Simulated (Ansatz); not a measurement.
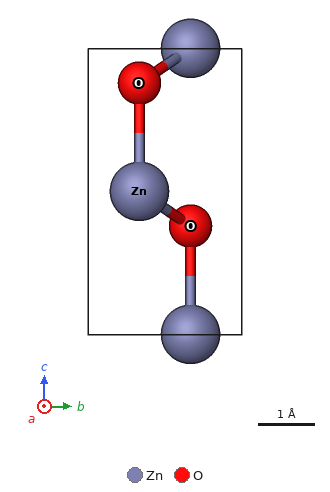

Figure 1. The input geometry (ball-and-stick view of the cell of the calculation, along the a axis).

**Run report: ZnO, single-point calculation**

The run: single-point calculation of ZnO (4 atoms in the cell). Method and program: DFT LDA, scalar-relativistic, plane waves, PAW, no spin polarisation (Ansatz 0.2.0).

The structure derives from an entry of the Crystallography Open Database.

**Output**
```
Engine: ansatz 0.2.0, aarch64-unknown-linux-gnu
Pseudopotentials: kind: paw
Pseudopotential: Zn, paw, valence charge 12, recommended cutoff 420 eV (normal), Zn.paw.azcp
Pseudopotential: O, paw, valence charge 6, recommended cutoff 420 eV (normal), O.paw.azcp
Functional definition: SPW92
  exchange = slater_x
  correlation = pw_c
Crystal: 4 atoms, lattice volume = 45.325 Å³
Basis set: ecut = 420 eV, 881 PW (Γ)
Bands: 22, of which v1, the nominal top of the filled ones, is band 18 counted from 1 (17 counted from 0)
Symmetry: 12 space group operations
Space group: P63mc (ITA 186), of the structure as read, at distance tolerance 3.6e-5 Å
k-points: 76 of 864 (time reversal used)
Non-local potential: Zn, projectors of the file, l = 0: 2, l = 1: 2, l = 2: 3, l = 3: 1
Non-local potential: O, projectors of the file, l = 0: 2, l = 1: 2, l = 2: 1
PAW form: soft (Blöchl's): semilocal exchange-correlation on the pseudo side does not see the compensation charge
PAW frozen core: Zn, regenerated for the run's functional, and the local potential with it (the file was generated under x = pbe(κ = 0.804, μ = 0.2195149727645171), c = pbe(β = 0.06672455060314922))
PAW frozen core: O, regenerated for the run's functional, and the local potential with it (the file was generated under x = pbe(κ = 0.804, μ = 0.2195149727645171), c = pbe(β = 0.06672455060314922))
PAW one-centre angular grid: Zn, 590 points (default); XC on 64 Gauss nodes
PAW one-centre angular grid: O, 110 points (default); XC on 64 Gauss nodes
Initial density: superposition of atomic densities (neutral atoms: chi_scale 0, normalization atom), corrected by the library's trained network
Initial wavefunctions: pseudopotential atomic-orbital guess
Functional: x = slater, c = lda
SCF iter   1: F=—  HF=-7603.974759 eV  |F-HF|=—  |Δ(HF+E_count)|=         —  Δρ=1.84e-2  dr2=1.29e-1  ethr=1.77e-3  ⟨swp⟩=6.1  Hψ=7443  notcnv=0
preconditioner: auto → Resta (q_TF=auto, 2.626 Å⁻¹)  ε∞=7.6  [insulator: Δε(μ)=0.628 eV  Ē_g=12.848 eV  σ=0.050 eV  W_gap=1.00  n_scr=22 (ndim 8)  ℏωp=33.1 eV  f_vac=0.028  D(μ)=0.00/eV (n_scr^D=0)  ε∞_Penn≈7.6]
SCF iter   2: F=—  HF=-7603.941006 eV  |F-HF|=—  |Δ(HF+E_count)|=   3.38e-2  Δρ=3.69e-3  dr2=2.60e-3  ethr=3.58e-4  ⟨swp⟩=3.0  Hψ=3952  notcnv=0
SCF iter   3: F=—  HF=-7603.940284 eV  |F-HF|=—  |Δ(HF+E_count)|=   7.22e-4  Δρ=2.11e-3  dr2=1.10e-3  ethr=7.24e-6  ⟨swp⟩=1.0  Hψ=1672  notcnv=0
SCF iter   4: F=—  HF=-7603.940017 eV  |F-HF|=—  |Δ(HF+E_count)|=   2.67e-4  Δρ=7.83e-4  dr2=1.59e-4  ethr=3.06e-6  ⟨swp⟩=2.0  Hψ=2805  notcnv=0
SCF iter   5: F=—  HF=-7603.939921 eV  |F-HF|=—  |Δ(HF+E_count)|=   9.59e-5  Δρ=1.96e-4  dr2=1.28e-5  ethr=4.41e-7  ⟨swp⟩=2.0  Hψ=2886  notcnv=0
SCF iter   6: F=—  HF=-7603.939926 eV  |F-HF|=—  |Δ(HF+E_count)|=   4.76e-6  Δρ=2.61e-5  dr2=2.25e-7  ethr=3.54e-8  ⟨swp⟩=3.0  Hψ=3122  notcnv=0
SCF iter   7: F=-7603.939926 eV  HF=-7603.939926 eV  |F-HF|=1.86e-8  |Δ(HF+E_count)|=   5.50e-8  Δρ=8.37e-6  dr2=3.09e-8  ethr=2.78e-10  ⟨swp⟩=7.9  Hψ=12020  notcnv=0
SCF 1 converged in 7 iterations: F = -7603.939926 eV  dr2 = 3.09e-8
  greatest PAW one-centre occupation: 0.987 electrons in one spin orbital (limit 2), on the Zn atom at site 1 (counted from 0), in its partial waves of l = 2
SCF converged after 7 iterations
Free energy (F): -7603.939926 eV
Harris-Foulkes:  -7603.939926 eV  (|F-HF|=1.86e-8)
Internal energy: -7603.939926 eV  (E = F + TS)
E sigma→0 (E₀):  -7603.939926 eV
Fermi energy:    7.936098 eV
--- Per-component energies (eV) ---
  E_band       = 69.695628
  E_kinetic    = 612.151526
  E_local      = -3933.252289  (includes V_loc(G=0)·N_el)
  E_nonlocal   = 1344.262698
  E_hartree    = 1610.527635
  E_xc         = -414.682623
  E_vxc        = -291.890883  (∫ρ·V_xc dr)
  E_paw        = -3814.697798  (= ΣΔE_a)
  E_vpaw       = -882.642423  (= ΣTr[D̂ρ^β])
  E_aug_tail   = 0.004367  (compensation charges beyond the density's cutoff)
  E_ewald      = -3011.561569
  E_core_change = 3.308126  (= ΣΔE_core)
  E_smearing   = -0.000000  (= −TS)
  E_closure    = 0.000000  (closes the sum)
  Σ components = -7603.939926   (vs F -7603.939926, Δ=0.00e0)
--- Forces (eV/Å), atoms counted from 1 ---
  atom   1  Zn    -0.00000000    -0.00000000     0.00040554
  atom   2  Zn     0.00000000     0.00000000     0.00040554
  atom   3  O     -0.00000000     0.00000000    -0.00043753
  atom   4  O     -0.00000000    -0.00000000    -0.00043753
  max |Σ_I F_I| component: 6.40e-5 eV/Å
--- Stress (GPa, compression-positive) ---
       -0.021607      -0.000000       0.000000
       -0.000000      -0.021607       0.000000
        0.000000       0.000000      -0.000489
  P = ⅓ Tr σ = -0.0146 GPa (-0.146 kbar)
--- Band table (eV; the first three rows and the last of 76) ---
  k-point 0: bands = ["-10.6885", "-9.8441", "1.4279", "1.5071", "1.5071", "1.5466", "1.7164", "1.7164", "2.8180", "2.8180", "3.0541", "3.0541", "3.3575", "6.6759", "6.6759", "7.4289", "7.5346", "7.5346", "8.3355", "12.8256", "15.7296", "20.5234"]
  k-point 1: bands = ["-10.6355", "-9.9045", "1.3353", "1.4868", "1.5145", "1.5145", "1.6947", "1.6947", "2.8396", "2.8396", "3.0451", "3.0451", "3.6645", "6.7335", "6.7335", "6.8668", "7.4781", "7.4781", "8.9821", "12.5803", "15.9447", "20.5265"]
  k-point 2: bands = ["-10.4882", "-10.0664", "1.2220", "1.3500", "1.5392", "1.5392", "1.6424", "1.6424", "2.8948", "2.8948", "3.0145", "3.0145", "4.3710", "6.0528", "6.8926", "6.8926", "7.3224", "7.3224", "9.9934", "11.9291", "16.5671", "19.0052"]
  k-point 75: bands = ["-9.6743", "-9.6743", "1.4273", "1.4273", "1.6835", "1.6835", "2.3279", "2.3279", "2.8178", "2.8178", "3.4249", "3.4249", "3.6409", "3.6409", "4.6511", "4.6511", "6.1634", "6.1634", "15.4534", "15.4534", "15.6161", "15.6161"]
```

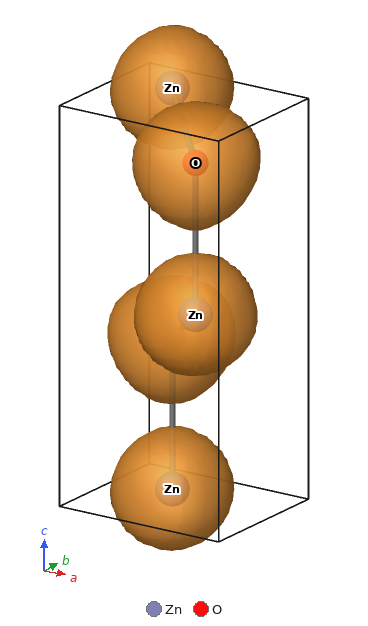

Figure 2. Isosurface of the valence charge density (pseudo) at 0.8 e/Å³ (orange), seen slightly off an axis. Sticks mark near contacts. The outline is the cell set on symmetry axes. At this value the density breaks into separate islands; it holds about 75 % of the electrons treated as valence. It is pinched off along the Zn–O (1.94 Å) contacts. On the grid the lowest density along these lines, outside the cores, is 0.64 e/Å³ (Zn–O, 1.94 Å). The fields are those of the smooth PAW valence density.

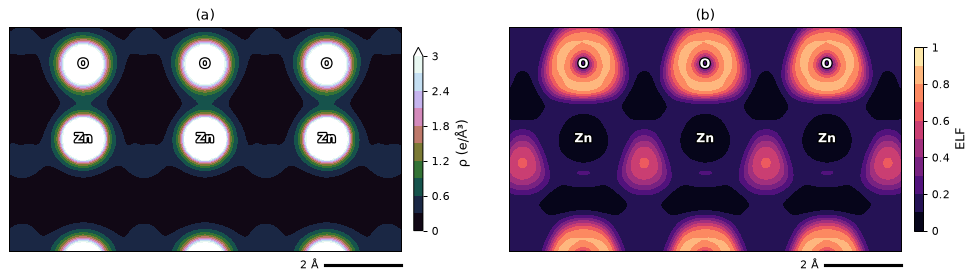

Figure 3. (a) valence charge density (pseudo); (b) ELF on the (100) plane of the conventional cell. Zn–O (1.95 Å): ρ at the midpoint is about 0.67 e/Å³; the ELF is about 0.25 at the midpoint. Away from the nuclei the density in this plane falls to 0.05 e/Å³ at its lowest.

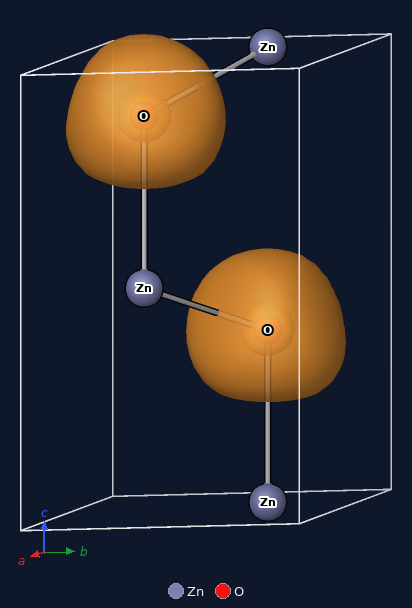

Figure 4. Isosurface of the electron localisation function at 0.6 (orange), seen slightly off an axis. Core shells and regions of very low density are left out. Sticks mark near contacts. The outline is the cell set on symmetry axes. Along the contacts the grid gives the following. Zn–O (1.94 Å): the ELF is about 0.25 at the midpoint.

The run was set up as follows.

**Input file**
```yaml
crystal:
  lattice:
    - [3.1872337797, 0.0, 0.0]
    - [-1.5936168898, 2.760225421, 0.0]
    - [0.0, 0.0, 5.1520568525]
  atoms:
    - { symbol: Zn, position: [0.3333333333, 0.6666666667, 0.0018162165] }
    - { symbol: Zn, position: [0.6666666667, 0.3333333333, 0.5018162165] }
    - { symbol: O, position: [0.3333333333, 0.6666666667, 0.3802837835] }
    - { symbol: O, position: [0.6666666667, 0.3333333333, 0.8802837835] }
basis:
  ecutwfc: 420
kpoints:
  mp_grid: { grid: [12, 12, 6] }
hamiltonian:
  xc: lda
scf:
  occupations: { method: gaussian, width: 0.05 }
output:
  forces: true
  stress: true
  eigenvalues: true
  write_density: true
  write_potential: true
  elf: true
  volumetric_format: npy
```

Launch command:
```bash
ansatz run input.yaml --threads 1 --pin off --max-ram 2560MiB --backend cpu --events-out ev --progress --plain --runs-dir out
```

**Results in brief**

- outcome: converged
- space group (tolerance 0.01 Å): P6₃mc (186)
- electrons treated: 36
- free energy: −7603.9399 eV
- Fermi energy: 7.936 eV
- gap on the k-point mesh: 0.80 eV
- pressure: −0.01 GPa
- largest force (length of the vector): under 0.001 eV/Å
- hardware: 1 thread of Arm Neoverse V1, 24 GiB of memory available, shared host
- wall time: 11 s
- peak memory: 0.35 GiB
